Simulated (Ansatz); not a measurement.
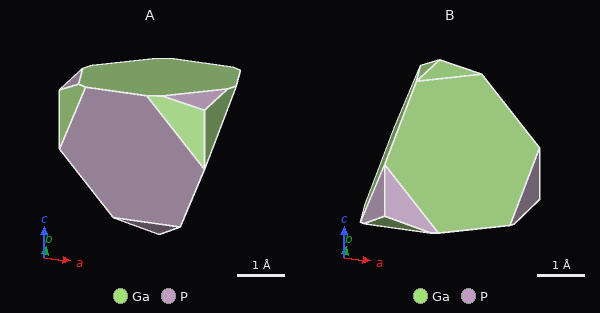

Computed Voronoi cells of the 2 sites of this structure, drawn to one scale and in one orientation; each face has the colour of the neighbour behind it.

GaP, space group R-3m:H (No. 166), a = 3.760 Å, b = 3.760 Å, c = 18.762 Å, α = 90.00°, β = 90.00°, γ = 120.00°

| site | Wyckoff | x | y | z |
| --- | --- | --- | --- | --- |
| Ga | 6c | 0.6667 | 0.3333 | 0.7694 |
| P | 6c | 0.3333 | 0.6667 | 0.7246 |

Source: the end point of a relaxation at fixed volume with DFT r2SCAN, scalar-relativistic, plane waves, PAW in Ansatz.

Which cell belongs to which site?

A is Ga (10 faces above 1 % of the solid angle, 19.7 Å³, mostly facing P); B is P (10 faces above 1 % of the solid angle, 18.5 Å³, mostly facing Ga).
